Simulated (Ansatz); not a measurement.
## Run report: MgO, single-point calculation

- system: MgO (I4/mmm, 2 atoms in the cell)
- method: DFT PBE, scalar-relativistic, plane waves, PAW, no spin polarisation (Ansatz 0.2.0)

The structure derives from an entry of the Crystallography Open Database. It belongs to a series of runs on one base structure; here: ratio of the length along z to the lengths across it x 0.78, volume and fractional coordinates fixed. Figures and captions count atoms from 1; the log counts them from 0 in places.

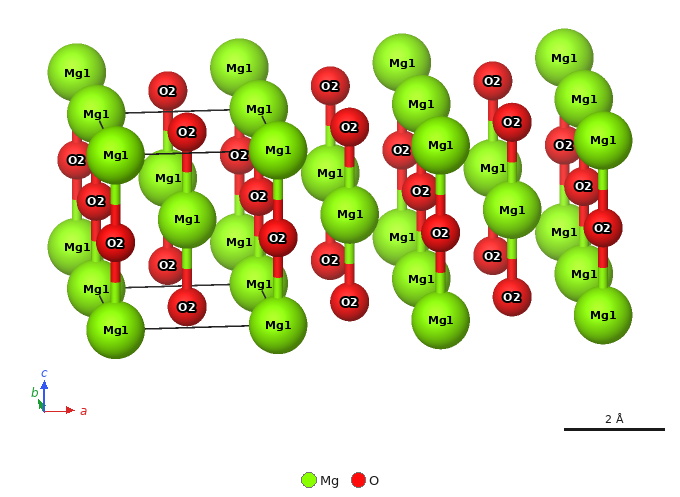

Figure 1. The input geometry (ball-and-stick view of the cell 2 times as large as that of the calculation, set on its symmetry axes, repeated 3 × 2 × 1, seen at an oblique angle; atoms are numbered from 1 in the order of the input). An atom can appear more than once, as a periodic image. Near neighbours in the periodic cell (some may lie outside the picture): Mg has 2 O at 1.81 Å; O has 2 Mg at 1.81 Å.

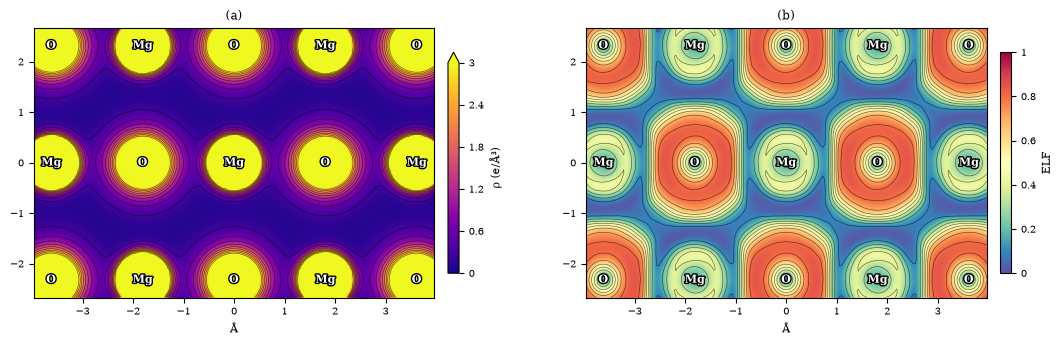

Figure 2. (a) valence pseudo-density; (b) electron localisation function on the (110) plane of the conventional cell. Mg–O (1.81 Å): ρ is about 0.65 e/Å³ halfway; the ELF is about 0.35 at the midpoint. Away from the nuclei the density in this plane falls to 0.12 e/Å³ at its lowest. Core electrons are frozen (PAW), so the fields are smoothed inside the atomic spheres.

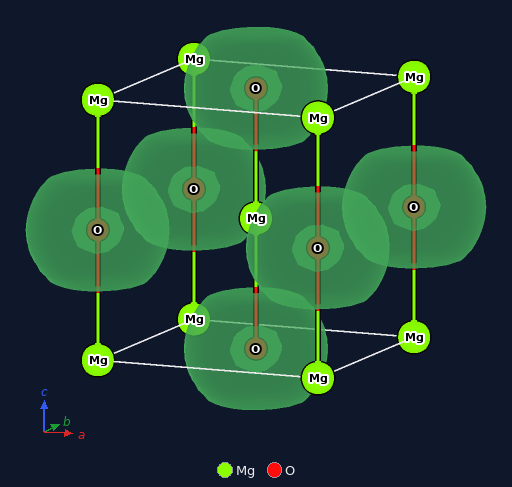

Figure 3. Isosurface of the electron localisation function at 0.65 (green), seen slightly off an axis. Only the valence region is drawn (cores and ρ < 0.01 e/Å³ removed). Sticks mark near contacts. The outline is the cell set on symmetry axes. Values along the shortest contacts: Mg–O (1.81 Å): the ELF is about 0.35 at the midpoint.

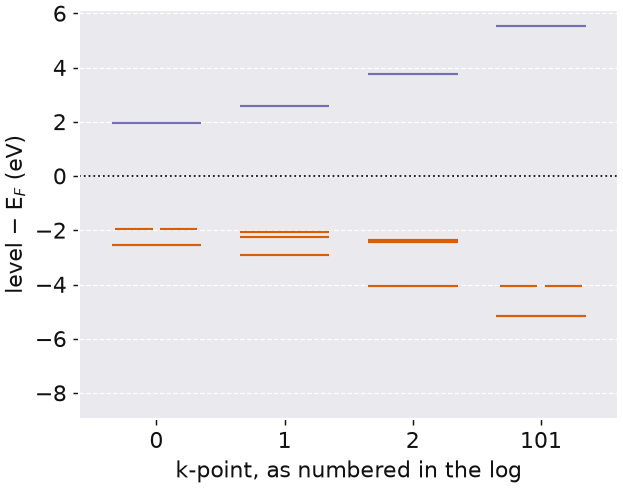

Figure 4. Kohn–Sham levels near the Fermi level (dotted) at the few k-points that the log prints; levels within 0.02 eV of each other stand side by side. Among these points the highest filled and lowest empty levels are 3.90 eV apart, which is the gap on the mesh.

The input and output of the run follow.

Input:
```yaml
crystal:
  lattice:
    - [0.0, 2.3195132437, 1.8092203301]
    - [2.3195132437, 0.0, 1.8092203301]
    - [2.3195132437, 2.3195132437, 0.0]
  atoms:
    - { symbol: Mg, position: [0.0, 0.0, 0.0] }
    - { symbol: O, position: [0.5, 0.5, 0.5] }
basis:
  ecutwfc: 420
kpoints:
  mp_grid: { grid: [10, 10, 10] }
hamiltonian:
  xc: pbe
scf:
  occupations: { method: gaussian, width: 0.05 }
output:
  forces: true
  stress: true
  eigenvalues: true
  write_density: true
  write_potential: true
  elf: true
  volumetric_format: npy
```

Launch command:
```bash
ansatz run input.yaml --threads 1 --pin off --max-ram 2560MiB --backend cpu --events-out ev --progress --plain --runs-dir out
```

The program's output:
```
Engine: ansatz 0.2.0, x86_64-unknown-linux-gnu
Pseudopotentials: kind: paw
Pseudopotential: Mg, paw, valence charge 10, recommended cutoff 420 eV (normal), Mg.paw.azcp
Pseudopotential: O, paw, valence charge 6, recommended cutoff 420 eV (normal), O.paw.azcp
Functional definition: PBE
  parameter kappa = 0.804
  parameter beta = 0.06672455060314922
  exchange = pbe_x(kappa = kappa, mu = beta*pi^2/3)
  correlation = pbe_c(beta = beta)
Crystal: 2 atoms, lattice volume = 19.468 Å³
Basis set: ecut = 420 eV, 387 PW (Γ), exchange–correlation on 40×40×48 points (8 copies of the dense FFT grid, shifted against one another)
Bands: 12, of which v1, the nominal top of the filled ones, is band 8 counted from 1 (7 counted from 0)
Symmetry: 16 space group operations
Space group: I4/mmm (ITA 139), of the structure as read, at distance tolerance 2.7e-5 Å
k-points: 102 of 1000
Non-local potential: Mg, projectors of the file, l = 0: 3, l = 1: 2, l = 2: 1
Non-local potential: O, projectors of the file, l = 0: 2, l = 1: 2, l = 2: 1
PAW form: soft (Blöchl's): semilocal exchange-correlation on the pseudo side does not see the compensation charge
PAW one-centre angular grid: Mg, 110 points (default); XC on 64 Gauss nodes
PAW one-centre angular grid: O, 110 points (default); XC on 64 Gauss nodes
Initial density: superposition of atomic densities (neutral atoms: chi_scale 0, normalization atom), corrected by the library's trained network
Initial wavefunctions: pseudopotential atomic-orbital guess
Functional: x = pbe(κ = 0.804, μ = 0.2195149727645171), c = pbe(β = 0.06672455060314922)
SCF iter   1: F=—  HF=-2493.501155 eV  |F-HF|=—  |Δ(HF+E_count)|=         —  Δρ=1.46e-3  dr2=3.20e-4  ethr=1.77e-3  ⟨swp⟩=5.7  Hψ=7227  notcnv=0
preconditioner: auto → none  [insulator: Δε(μ)=3.892 eV  Ē_g=18.197 eV  σ=0.050 eV  W_gap=1.00  n_scr=8 (ndim 8)  ℏωp=23.8 eV  f_vac=0.000  D(μ)=0.00/eV (n_scr^D=0)  ε∞_Penn≈2.7]
SCF iter   2: F=—  HF=-2493.501313 eV  |F-HF|=—  |Δ(HF+E_count)|=   1.59e-4  Δρ=5.92e-4  dr2=4.97e-5  ethr=2.00e-6  ⟨swp⟩=2.8  Hψ=2901  notcnv=0
SCF iter   3: F=—  HF=-2493.501353 eV  |F-HF|=—  |Δ(HF+E_count)|=   4.02e-5  Δρ=1.23e-4  dr2=1.28e-6  ethr=3.11e-7  ⟨swp⟩=2.0  Hψ=1535  notcnv=0
iter 4 did not close the SCF: its close was put off for the readings that it lacked (scf_convergence_deferred on its scf_iter line)
SCF iter   4: F=-2493.501355 eV  HF=-2493.501355 eV  |F-HF|=1.19e-7  |Δ(HF+E_count)|=   2.12e-6  Δρ=2.50e-5  dr2=6.42e-8  ethr=7.99e-9  ⟨swp⟩=2.0  Hψ=1911  notcnv=0
iter 5 did not close the SCF: its close was put off for the readings that it lacked (scf_convergence_deferred on its scf_iter line)
SCF iter   5: F=-2493.501356 eV  HF=-2493.501356 eV  |F-HF|=6.43e-10  |Δ(HF+E_count)|=   1.28e-7  Δρ=2.73e-6  dr2=4.62e-10  ethr=4.01e-10  ⟨swp⟩=2.1  Hψ=1616  notcnv=0
SCF iter   6: F=-2493.501356 eV  HF=-2493.501356 eV  |F-HF|=7.28e-12  |Δ(HF+E_count)|=  8.29e-10  Δρ=3.48e-7  dr2=1.08e-11  ethr=2.89e-12  ⟨swp⟩=4.6  Hψ=5786  notcnv=0
SCF 1 converged in 6 iterations: F = -2493.501356 eV  dr2 = 1.08e-11
  greatest PAW one-centre occupation: 1.000 electrons in one spin orbital (limit 2), on the Mg atom at site 0 (counted from 0), in its partial waves of l = 0
SCF converged after 6 iterations
Free energy (F): -2493.501356 eV
Harris-Foulkes:  -2493.501356 eV  (|F-HF|=7.28e-12)
Internal energy: -2493.501356 eV  (E = F + TS)
E sigma→0 (E₀):  -2493.501356 eV
Fermi energy:    9.641297 eV
--- Per-component energies (eV) ---
  E_band       = -299.778285
  E_kinetic    = 257.074411
  E_local      = -1678.434051  (includes V_loc(G=0)·N_el)
  E_nonlocal   = 143.215487
  E_hartree    = 587.550905
  E_xc         = -105.546082
  E_vxc        = -135.256180  (∫ρ·V_xc dr)
  E_paw        = -449.681410  (= ΣΔE_a)
  E_vpaw       = -61.482218  (= ΣTr[D̂ρ^β])
  E_aug_tail   = 0.002529  (compensation charges beyond the density's cutoff)
  E_ewald      = -1247.683144
  E_smearing   = -0.000000  (= −TS)
  E_closure    = 0.000000  (closes the sum)
  Σ components = -2493.501356   (vs F -2493.501356, Δ=0.00e0)
--- Forces (eV/Å), atoms counted from 1 ---
  atom   1  Mg     0.00000000     0.00000000     0.00000000
  atom   2  O     -0.00000000     0.00000000     0.00000000
  max |Σ_I F_I| component: 2.64e-29 eV/Å
--- Stress (GPa, compression-positive) ---
       -6.330523       0.000000      -0.000000
        0.000000      -6.330523      -0.000000
       -0.000000      -0.000000      73.326517
  P = ⅓ Tr σ = 20.2218 GPa (202.218 kbar)
--- Band table (eV; the first three rows and the last of 102) ---
  k-point 0: bands = ["-64.5279", "-31.2900", "-31.2900", "-31.1969", "-9.5829", "7.1148", "7.6898", "7.6898", "11.5923", "23.1360", "23.1360", "25.0143"]
  k-point 1: bands = ["-64.5271", "-31.2938", "-31.2920", "-31.2011", "-9.4747", "6.7264", "7.4139", "7.5760", "12.2209", "22.3615", "23.1303", "24.8566"]
  k-point 2: bands = ["-64.5252", "-31.3052", "-31.2970", "-31.2104", "-9.1787", "5.5826", "7.2214", "7.2921", "13.4230", "20.6950", "22.6222", "25.3899"]
  k-point 101: bands = ["-64.5139", "-31.3355", "-31.3355", "-31.2587", "-7.9516", "4.4763", "5.5900", "5.5900", "15.1775", "18.0208", "22.5010", "24.3215"]
```

Summary:

- outcome: converged
- space group (tolerance 0.01 Å): I4/mmm (139)
- electrons treated: 16
- free energy: −2493.5014 eV
- Fermi energy: 9.641 eV
- gap on the k-point mesh: 3.90 eV
- pressure: 20.22 GPa
- largest force (length of the vector): under 0.001 eV/Å
- hardware: 1 thread of Intel Xeon (Sapphire Rapids), 32 GiB of memory available, shared host
- wall time: 1.3 s
- peak memory: 0.34 GiB
